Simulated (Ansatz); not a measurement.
## Run report: GeSi62 (charge −2), geometry relaxation (part 3 of 3)

GeSi62 (defect cell, 63 atoms in the cell, total charge −2); DFT PBEsol, scalar-relativistic, plane waves, PAW, PAW set soft_1, no spin polarisation (Ansatz 0.2.0); cutoff 420 eV, 1×1×1 k-mesh, Fermi–Dirac smearing of 0.05 eV. It belongs to a series of runs on one base structure; here: end point B relaxed.

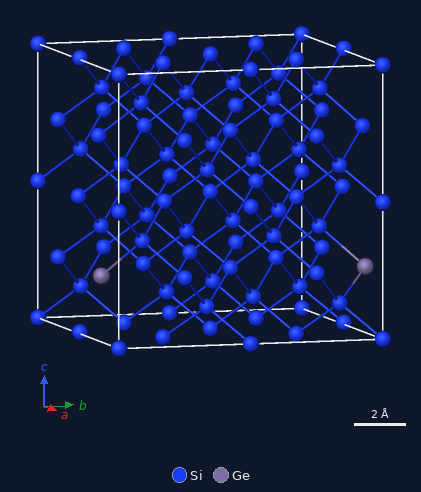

**Figure 1.** The geometry at step 3 of the log (ball-and-stick view of the cell of the calculation, seen slightly off an axis).

Trajectory as extended XYZ, continued:
```
63
Lattice="10.8600 0.0000 0.0000 0.0000 10.8600 0.0000 0.0000 0.0000 10.8600" Properties=species:S:1:pos:R:3:forces:R:3 step=2 energy=-42763.25400
Si    5.4564    0.0285    0.0264    0.0434   0.0417   0.0434
Ge    8.0931    0.0519    2.6631   -0.2431   0.2431  -0.2431
Si    8.1165    2.6886    0.0264   -0.0417  -0.0434   0.0434
Si    9.4856    4.0530    1.3670    0.0046  -0.0348   0.0262
Si    9.4974    1.3874    4.0674    0.1543   0.1406   0.1543
Si    0.0100    0.0061    0.0003   -0.0196  -0.0183   0.0130
Si    1.3594    1.3586    1.3564   -0.0067   0.0034  -0.0034
Si    2.7114    2.7107    0.0043   -0.0050  -0.0033   0.0033
Si    4.0919    4.0531    1.3452    0.0323  -0.0323  -0.0584
Si    5.4343    5.4336    0.0043    0.0033   0.0050   0.0033
Si    6.7864    6.7856    1.3564   -0.0034   0.0067  -0.0034
Si    8.1389    8.1350    0.0003    0.0183   0.0196   0.0130
Si    9.4974    9.5076    1.3276    0.1543  -0.1543  -0.1406
Si    2.7112    0.0044    2.7106    0.0000   0.0040  -0.0040
Si    4.0920    1.3480    4.0556    0.0348  -0.0262   0.0046
Si    5.4564    2.6886    2.6865    0.0434  -0.0434  -0.0417
Si    6.7970    4.0530    4.0556    0.0262  -0.0348   0.0046
Si    8.1406    5.4338    2.7106   -0.0040   0.0000  -0.0040
Si    9.5008    6.7936    4.0708    0.0204   0.0348   0.0204
Si    5.4303    0.0061    5.4400    0.0130  -0.0183  -0.0196
Si    6.7864    1.3586    6.7894   -0.0034   0.0034  -0.0067
Si    8.1389    2.7147    5.4400    0.0183  -0.0130  -0.0196
Si    9.5034    4.0710    6.7914    0.0008  -0.0245   0.0049
Si    8.1406    0.0044    8.1412   -0.0040   0.0040   0.0000
Si    9.4856    1.3480    9.5220    0.0046  -0.0262   0.0348
Si   -0.0062    5.4232    0.0044    0.0202   0.0517  -0.0596
Si    1.3598    6.7852    1.3585   -0.0005   0.0005   0.0331
Si    2.7218    8.1512    0.0044   -0.0517  -0.0202  -0.0596
Si    4.0920    9.5194    1.3670    0.0348  -0.0046   0.0262
Si    0.0100    2.7147    2.7089   -0.0196  -0.0130   0.0183
Si    1.3614    4.0710    4.0734    0.0049  -0.0245   0.0008
Si    2.7237    5.4213    2.7119   -0.0454   0.0454   0.0549
Si    4.0740    6.7836    4.0734    0.0245  -0.0049   0.0008
Si    5.4303    8.1350    2.7089    0.0130   0.0196   0.0183
Si    6.7576    9.5076    4.0674   -0.1406  -0.1543   0.1543
Si   -0.0044    0.0083    5.4256    0.0097  -0.0195   0.0097
Si    1.3598    1.3565    6.7898   -0.0005  -0.0331  -0.0005
Si    2.7218    2.7106    5.4238   -0.0517   0.0596   0.0202
Si    4.0755    4.0695    6.7839    0.0176  -0.0176  -0.0273
Si    5.4344    5.4232    5.4238   -0.0596   0.0517   0.0202
Si    6.7885    6.7852    6.7898    0.0331   0.0005  -0.0005
Si    8.1367    8.1494    5.4256    0.0195  -0.0097   0.0097
Si    9.5008    9.5042    6.7814    0.0204  -0.0204  -0.0348
Si    2.7237    0.0031    8.1537   -0.0454  -0.0549  -0.0454
Si    4.0919    1.3698    9.5219    0.0323   0.0584   0.0323
Si    5.4343    2.7107    8.1414    0.0033  -0.0033  -0.0050
Si    6.7752    4.0531    9.5219   -0.0584  -0.0323   0.0323
Si    8.1419    5.4213    8.1537    0.0549   0.0454  -0.0454
Si    9.5034    6.7836    9.5040    0.0008  -0.0049   0.0245
Si   -0.0044    8.1494    2.7067    0.0097  -0.0097   0.0195
Si    1.3514    9.5042    4.0708   -0.0348  -0.0204   0.0204
Si    0.0019    5.4343    5.4319    0.0126   0.0316   0.0126
Si    1.3579    6.7871    6.7879   -0.0023   0.0023  -0.0023
Si    2.7107    8.1431    5.4319   -0.0316  -0.0126   0.0126
Si    4.0740    9.5016    6.7914    0.0245  -0.0008   0.0049
Si   -0.0062    2.7106    8.1518    0.0202   0.0596  -0.0517
Si    1.3539    4.0695    9.5055   -0.0273  -0.0176   0.0176
Si    2.7133    5.4317    8.1433   -0.0300   0.0300  -0.0300
Si    4.0755    6.7911    9.5055    0.0176   0.0273   0.0176
Si    5.4344    8.1512    8.1518   -0.0596  -0.0202  -0.0517
Si    6.7970    9.5194    9.5220    0.0262  -0.0046   0.0348
Si    0.0019    8.1431    8.1407    0.0126  -0.0126  -0.0316
Si    1.3614    9.5016    9.5040    0.0049  -0.0008   0.0245
63
Lattice="10.8600 0.0000 0.0000 0.0000 10.8600 0.0000 0.0000 0.0000 10.8600" Properties=species:S:1:pos:R:3:forces:R:3 step=3 energy=-42763.31026
Si    5.4810    0.0493    0.0510    0.0215   0.0016   0.0215
Ge    7.9838    0.1612    2.5538   -0.0436   0.0436  -0.0436
Si    8.0957    2.6640    0.0510   -0.0016  -0.0215   0.0215
Si    9.4827    4.0416    1.3689    0.0223   0.0219  -0.0300
Si    9.4932    1.3896    4.0632    0.0208  -0.0376   0.0208
Si    0.0096    0.0037    0.0056   -0.0179  -0.0458  -0.0159
Si    1.3593    1.3552    1.3598    0.0196  -0.0021   0.0021
Si    2.7092    2.7077    0.0073    0.0015   0.0238  -0.0238
Si    4.1029    4.0421    1.3422   -0.0305   0.0305   0.0225
Si    5.4373    5.4358    0.0073   -0.0238  -0.0015  -0.0238
Si    6.7898    6.7857    1.3598    0.0021  -0.0196   0.0021
Si    8.1413    8.1354    0.0056    0.0458   0.0179  -0.0159
Si    9.4932    9.5118    1.3254    0.0208  -0.0208   0.0376
Si    2.7132    0.0016    2.7134    0.0148  -0.0183   0.0183
Si    4.1034    1.3461    4.0527   -0.0219   0.0300   0.0223
Si    5.4810    2.6640    2.6657    0.0215  -0.0215  -0.0016
Si    6.7989    4.0416    4.0527   -0.0300   0.0219   0.0223
Si    8.1434    5.4318    2.7134    0.0183  -0.0148   0.0183
Si    9.5043    6.7983    4.0743    0.0106  -0.0219   0.0106
Si    5.4356    0.0037    5.4396   -0.0159  -0.0458  -0.0179
Si    6.7898    1.3552    6.7893    0.0021  -0.0021   0.0196
Si    8.1413    2.7094    5.4396    0.0458   0.0159  -0.0179
Si    9.5055    4.0673    6.7886   -0.0038  -0.0065   0.0007
Si    8.1434    0.0016    8.1432    0.0183  -0.0183   0.0148
Si    9.4827    1.3461    9.5334    0.0223   0.0300  -0.0219
Si   -0.0054    5.4273    0.0043   -0.0177  -0.0023   0.0088
Si    1.3605    6.7845    1.3681    0.0228  -0.0228   0.0200
Si    2.7177    8.1504    0.0043    0.0023   0.0177   0.0088
Si    4.1034    9.5223    1.3689   -0.0219  -0.0223  -0.0300
Si    0.0096    2.7094    2.7113   -0.0179   0.0159   0.0458
Si    1.3586    4.0673    4.0755    0.0007  -0.0065  -0.0038
Si    2.7257    5.4193    2.7198   -0.0007   0.0007  -0.0293
Si    4.0777    6.7864    4.0755    0.0065  -0.0007  -0.0038
Si    5.4356    8.1354    2.7113   -0.0159   0.0179   0.0458
Si    6.7554    9.5118    4.0632    0.0376  -0.0208   0.0208
Si   -0.0070    0.0071    5.4230   -0.0390   0.0369  -0.0390
Si    1.3605    1.3469    6.7905    0.0228  -0.0200   0.0228
Si    2.7177    2.7107    5.4246    0.0023  -0.0088  -0.0177
Si    4.0776    4.0674    6.7805   -0.0011   0.0011   0.0197
Si    5.4343    5.4273    5.4246    0.0088  -0.0023  -0.0177
Si    6.7981    6.7845    6.7905    0.0200  -0.0228   0.0228
Si    8.1379    8.1520    5.4230   -0.0369   0.0390  -0.0390
Si    9.5043    9.5007    6.7767    0.0106  -0.0106   0.0219
Si    2.7257   -0.0048    8.1557   -0.0007   0.0293  -0.0007
Si    4.1029    1.3728    9.5329   -0.0305  -0.0225  -0.0305
Si    5.4373    2.7077    8.1392   -0.0238   0.0238   0.0015
Si    6.7722    4.0421    9.5329    0.0225   0.0305  -0.0305
Si    8.1498    5.4193    8.1557   -0.0293   0.0007  -0.0007
Si    9.5055    6.7864    9.5077   -0.0038  -0.0007   0.0065
Si   -0.0070    8.1520    2.7079   -0.0390   0.0390  -0.0369
Si    1.3467    9.5007    4.0743    0.0219  -0.0106   0.0106
Si    0.0040    5.4380    5.4340   -0.0223  -0.0051  -0.0223
Si    1.3577    6.7873    6.7877    0.0196  -0.0196   0.0196
Si    2.7070    8.1410    5.4340    0.0051   0.0223  -0.0223
Si    4.0777    9.4995    6.7886    0.0065   0.0038   0.0007
Si   -0.0054    2.7107    8.1477   -0.0177  -0.0088   0.0023
Si    1.3505    4.0674    9.5076    0.0197   0.0011  -0.0011
Si    2.7109    5.4341    8.1409    0.0131  -0.0131   0.0131
Si    4.0776    6.7945    9.5076   -0.0011  -0.0197  -0.0011
Si    5.4343    8.1504    8.1477    0.0088   0.0177   0.0023
Si    6.7989    9.5223    9.5334   -0.0300  -0.0223  -0.0219
Si    0.0040    8.1410    8.1370   -0.0223   0.0223   0.0051
Si    1.3586    9.4995    9.5077    0.0007   0.0038   0.0065
63
Lattice="10.8600 0.0000 0.0000 0.0000 10.8600 0.0000 0.0000 0.0000 10.8600" Properties=species:S:1:pos:R:3:forces:R:3 step=4 energy=-42763.31687
Si    5.4865    0.0510    0.0565    0.0020  -0.0087   0.0020
Ge    7.9357    0.2093    2.5057    0.0056  -0.0056   0.0056
Si    8.0940    2.6585    0.0565    0.0087  -0.0020   0.0020
Si    9.4856    4.0394    1.3680    0.0053   0.0158  -0.0055
Si    9.4828    1.3800    4.0528   -0.0070  -0.0068  -0.0070
Si    0.0073   -0.0009    0.0092   -0.0036  -0.0133  -0.0036
Si    1.3622    1.3526    1.3624    0.0124  -0.0060   0.0060
Si    2.7106    2.7078    0.0072    0.0004   0.0061  -0.0061
Si    4.1032    4.0418    1.3453   -0.0194   0.0194   0.0202
Si    5.4372    5.4344    0.0072   -0.0061  -0.0004  -0.0061
Si    6.7924    6.7828    1.3624    0.0060  -0.0124   0.0060
Si    8.1459    8.1377    0.0092    0.0133   0.0036  -0.0036
Si    9.4828    9.5222    1.3350   -0.0070   0.0070   0.0068
Si    2.7178   -0.0018    2.7168    0.0045  -0.0054   0.0054
Si    4.1056    1.3470    4.0556   -0.0158   0.0055   0.0053
Si    5.4865    2.6585    2.6640    0.0020  -0.0020   0.0087
Si    6.7980    4.0394    4.0556   -0.0055   0.0158   0.0053
Si    8.1468    5.4272    2.7168    0.0054  -0.0045   0.0054
Si    9.5051    6.7988    4.0751   -0.0003  -0.0151  -0.0003
Si    5.4392   -0.0009    5.4373   -0.0036  -0.0133  -0.0036
Si    6.7924    1.3526    6.7922    0.0060  -0.0060   0.0124
Si    8.1459    2.7058    5.4373    0.0133   0.0036  -0.0036
Si    9.5055    4.0655    6.7886    0.0002   0.0041   0.0040
Si    8.1468   -0.0018    8.1478    0.0054  -0.0054   0.0045
Si    9.4856    1.3470    9.5356    0.0053   0.0055  -0.0158
Si   -0.0049    5.4279    0.0057   -0.0054  -0.0057   0.0051
Si    1.3601    6.7849    1.3731    0.0096  -0.0096   0.0004
Si    2.7171    8.1499    0.0057    0.0057   0.0054   0.0051
Si    4.1056    9.5194    1.3680   -0.0158  -0.0053  -0.0055
Si    0.0073    2.7058    2.7159   -0.0036   0.0036   0.0133
Si    1.3586    4.0655    4.0755    0.0040   0.0041   0.0002
Si    2.7258    5.4192    2.7200   -0.0025   0.0025  -0.0206
Si    4.0795    6.7864    4.0755   -0.0041  -0.0040   0.0002
Si    5.4392    8.1377    2.7159   -0.0036   0.0036   0.0133
Si    6.7650    9.5222    4.0528    0.0068   0.0070  -0.0070
Si   -0.0140    0.0101    5.4160   -0.0102   0.0034  -0.0102
Si    1.3601    1.3419    6.7901    0.0096  -0.0004   0.0096
Si    2.7171    2.7093    5.4251    0.0057  -0.0051  -0.0054
Si    4.0787    4.0663    6.7816   -0.0054   0.0054   0.0157
Si    5.4357    5.4279    5.4251    0.0051  -0.0057  -0.0054
Si    6.8031    6.7849    6.7901    0.0004  -0.0096   0.0096
Si    8.1349    8.1590    5.4160   -0.0034   0.0102  -0.0102
Si    9.5051    9.4999    6.7762   -0.0003   0.0003   0.0151
Si    2.7258   -0.0050    8.1558   -0.0025   0.0206  -0.0025
Si    4.1032    1.3697    9.5332   -0.0194  -0.0202  -0.0194
Si    5.4372    2.7078    8.1406   -0.0061   0.0061   0.0004
Si    6.7753    4.0418    9.5332    0.0202   0.0194  -0.0194
Si    8.1500    5.4192    8.1558   -0.0206   0.0025  -0.0025
Si    9.5055    6.7864    9.5095    0.0002  -0.0040  -0.0041
Si   -0.0140    8.1590    2.7049   -0.0102   0.0102  -0.0034
Si    1.3462    9.4999    4.0751    0.0151   0.0003  -0.0003
Si    0.0036    5.4373    5.4336   -0.0046   0.0004  -0.0046
Si    1.3612    6.7838    6.7912    0.0093  -0.0093   0.0093
Si    2.7077    8.1414    5.4336   -0.0004   0.0046  -0.0046
Si    4.0795    9.4995    6.7886   -0.0041  -0.0002   0.0040
Si   -0.0049    2.7093    8.1471   -0.0054  -0.0051   0.0057
Si    1.3516    4.0663    9.5087    0.0157   0.0054  -0.0054
Si    2.7142    5.4308    8.1442   -0.0008   0.0008  -0.0008
Si    4.0787    6.7934    9.5087   -0.0054  -0.0157  -0.0054
Si    5.4357    8.1499    8.1471    0.0051   0.0054   0.0057
Si    6.7980    9.5194    9.5356   -0.0055  -0.0053  -0.0158
Si    0.0036    8.1414    8.1377   -0.0046   0.0046  -0.0004
Si    1.3586    9.4995    9.5095    0.0040  -0.0002  -0.0041
```

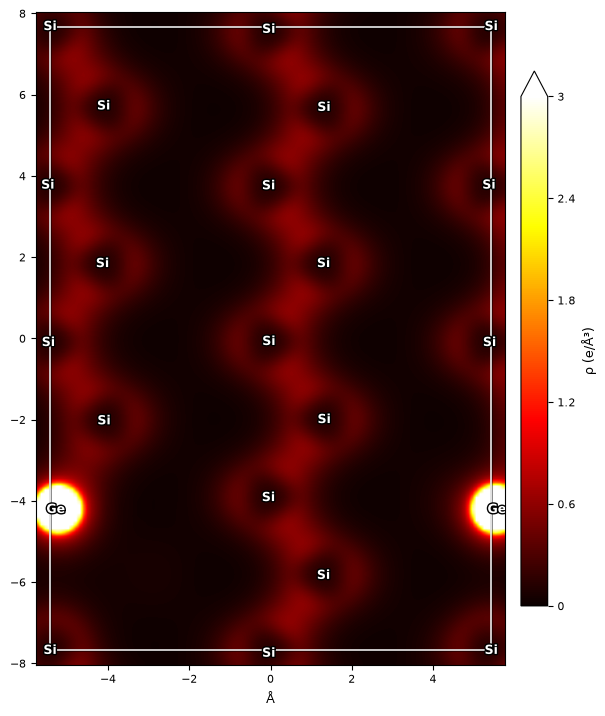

**Figure 2.** Valence charge density (pseudo) on the (101̄) plane of the calculation cell. Si–Si (2.36 Å): the density is about 0.56 e/Å³ at the midpoint, a local maximum along the line. Si–Ge (2.48 Å): the density is about 0.47 e/Å³ at the midpoint. Si–Si (2.36 Å): ρ is about 0.56 e/Å³ halfway, a local maximum along the line. Away from the nuclei the density in this plane falls to 0.02 e/Å³ at its lowest. In a PAW calculation such maps are meaningful between the atoms, not at the nuclei.

Summary:

| quantity | value |
| --- | --- |
| outcome | converged |
| electrons treated | 264 |
| free energy | −42763.3169 eV |
| Fermi energy | 6.601 eV |
| final volume | 1280.82 Å³ |
| largest force (length of the vector) at the end | 0.034 eV/Å |
| hardware | 4 threads of Arm Neoverse V2, 24 GiB of memory available, shared host |
| wall time | 23 s (CPU time 88 s) |
| peak memory | 1.1 GiB |

Notes:

Warnings of the run: the PAW datasets were made with another functional. The cell is charged and computed with a neutralising background, so its energy and pressure depend on the cell and aren't those of a real crystal. The k-point mesh is coarse for a cell of this size, so the results may not be converged.
